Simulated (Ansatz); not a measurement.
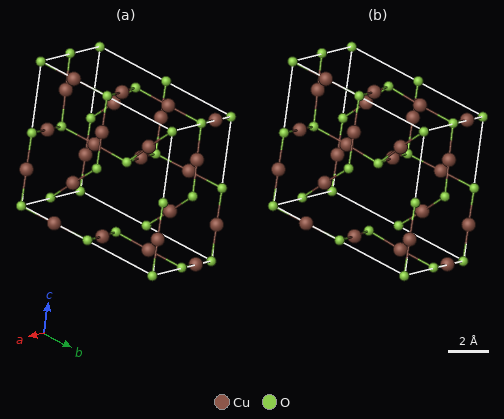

The structure of a defect cell of composition Cu$_{15}$O$_{8}$ (cell charge −1) before (left) and after (right) a relaxation, at one scale.

Style: ball-and-stick. Shown: the cell of the calculation, slightly off an axis.

Case: Cu vacancy (site c), charge -1, atoms relaxed at the host's cell.

The calculation used DFT PBE, scalar-relativistic, plane waves, PAW (Ansatz).

The input:
```yaml
crystal:
  lattice:
    - [-4.2982238188, 4.2982238188, 4.2982238188]
    - [4.2982238188, -4.2982238188, 4.2982238188]
    - [4.2982238188, 4.2982238188, -4.2982238188]
  atoms:
    - { symbol: Cu, position: [-0.0004099539, -0.0005781158, 0.2495132825] }
    - { symbol: Cu, position: [-0.0003448313, 0.499501144, 0.7496792613] }
    - { symbol: Cu, position: [0.499691619, -0.0005132597, 0.7496785523] }
    - { symbol: Cu, position: [0.2568458302, 0.4995678233, 0.4982583481] }
    - { symbol: Cu, position: [0.7552234004, 0.0106523991, 0.5052038928] }
    - { symbol: Cu, position: [0.7424488411, 0.4993676128, 0.0010335444] }
    - { symbol: Cu, position: [0.2441702165, -0.0116685038, -0.0059201572] }
    - { symbol: Cu, position: [0.4996489721, 0.2568165245, 0.4982022086] }
    - { symbol: Cu, position: [0.0107587055, 0.7550625678, 0.5051980424] }
    - { symbol: Cu, position: [-0.0114404229, 0.2439435737, -0.0059020541] }
    - { symbol: Cu, position: [0.4996876325, 0.7421258309, 0.0011158196] }
    - { symbol: Cu, position: [0.7423981204, 0.7423353627, 0.7409511262] }
    - { symbol: Cu, position: [0.2568880121, 0.256586883, 0.7581735008] }
    - { symbol: Cu, position: [0.2441977386, 0.7551448404, 0.2497395716] }
    - { symbol: Cu, position: [0.7552143643, 0.2438761074, 0.2496504459] }
    - { symbol: O, position: [0.4979757035, 0.5022255066, 0.4920164192], spin: 1.0 }
    - { symbol: O, position: [0.0042382174, 0.004085568, 0.5052597032] }
    - { symbol: O, position: [-0.0048599533, 0.4995503404, 0.0008339426] }
    - { symbol: O, position: [0.4997082168, -0.0052727039, 0.0007564761] }
    - { symbol: O, position: [-0.004913226, -0.0051332031, -0.0061522422] }
    - { symbol: O, position: [0.4989564675, 0.4930593995, 0.0046563748], spin: 1.0 }
    - { symbol: O, position: [0.4997191422, 0.0042711019, 0.4986260798] }
    - { symbol: O, position: [0.0042294397, 0.4994950887, 0.4985557807] }
  host:
    lattice:
      - [4.2982238188, 0.0, 0.0]
      - [0.0, 4.2982238188, 0.0]
      - [0.0, 0.0, 4.2982238188]
    atoms:
      - { symbol: Cu, position: [0.25, 0.25, 0.75] }
      - { symbol: Cu, position: [0.75, 0.25, 0.25] }
      - { symbol: Cu, position: [0.25, 0.75, 0.25] }
      - { symbol: Cu, position: [0.75, 0.75, 0.75] }
      - { symbol: O, position: [0.5, 0.5, 0.5] }
      - { symbol: O, position: [0.0, 0.0, 0.0] }
total_charge: -1
basis:
  ecutwfc: 420
  xc_grid: 2
kpoints:
  mp_grid: { grid: [3, 3, 3], shift: [0.0, 0.0, 0.0] }
hamiltonian:
  xc: pbe
scf:
  occupations: { method: gaussian, width: 0.02 }
output:
  forces: true
  stress: false
  eigenvalues: true
  populations: true
  charged_corrections:
    defect_position: [0.5, 0.5, 0.25]
    epsilon: [[9.7515, 0.0, 0.0], [0.0, 9.7515, 0.0], [0.0, 0.0, 9.7515]]
  write_density: true
  write_potential: true
  elf: true
  volumetric_format: npy
magnetization:
  spin_polarized: true
relax:
  adjacent_minimum: "off"
  f_tol: 0.025
  max_steps: 45
```

Command:
```bash
ansatz run input.yaml --threads 4 --pin off --max-ram 8192MiB --backend cpu --events-out ev --progress --plain --runs-dir out
```

### Summarise the run.

Over 2 accepted moves (3 points after the start) the energy falls by 36.8 meV per cell of the calculation. Largest force component: 0.77 eV/Å at the start, 0.018 eV/Å at the end. 1 step only repeated the SCF at the same geometry. The atom that moves furthest is O21 (0.080 Å along [0 1 2]). Largest moves by element: O 0.080 Å, Cu 0.019 Å. The lattice vectors keep their values. Among the contacts that change: Cu13–O21 1.800 → 1.835 Å, Cu6–O21 1.807 → 1.836 Å, Cu11–O21 1.861 → 1.834 Å, Cu12–O16 1.821 → 1.837 Å. Among the angles between lasting bonds that change: Cu6–O21–Cu13 109.8° → 106.4°, Cu4–O16–Cu12 109.0° → 106.3°. The program noted that the starting moments weren't kept. The run took 7.9 min on 4 threads of Intel(R) Xeon(R) Processor @ 2.70GHz, with other jobs on the host, peak memory 2.3 GiB.

Limits of the set-up: the periodic images lie only 7.4 Å apart, so the values are limited by the cell's size; the cell is charged, on a uniform background, and energies carry no finite-size correction.
